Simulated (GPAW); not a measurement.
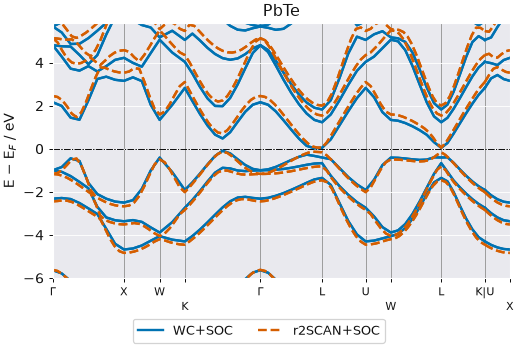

Band structures of rocksalt PbTe, space group Fm-3m, 2 atoms in the primitive cell (cubic a = 6.462 Å), by two methods on the same cell. Each is counted from its own Fermi level.

Question: What changes from one method to the other?

Answer: WC+SOC gives a gap of 0.12 eV along the path and r2SCAN+SOC gives a gap of 0.19 eV along the path.

Settings. WC+SOC: PAW data sets generated in the run's folder for this functional, spin-orbit coupling, no magnetisation, 6×6×6 k mesh, 600 eV cutoff, Fermi-Dirac smearing of 0.05 eV (GPAW 26.7.0). r2SCAN+SOC: GPAW PAW data sets (gpaw-data 1.2.1), spin-orbit coupling, no magnetisation, 6×6×6 k mesh, 600 eV cutoff, Fermi-Dirac smearing of 0.05 eV (GPAW 26.7.0).

Points of the k mesh that the path doesn't sample narrow the gap to 0.14 eV (r2SCAN+SOC). Spin-orbit coupling was added after a scalar SCF, so levels and gaps hold it while energy, forces, pressure and moments don't. This program's spin-orbit splittings come out too wide for heavy elements. With spin-orbit coupling, semilocal functionals often invert the band edges at L; the gap is given by its size, and a larger one can be an inverted one. LDA, GGA and most meta-GGA functionals understate gaps. r2SCAN+SOC: the PAW data sets were made with another functional.
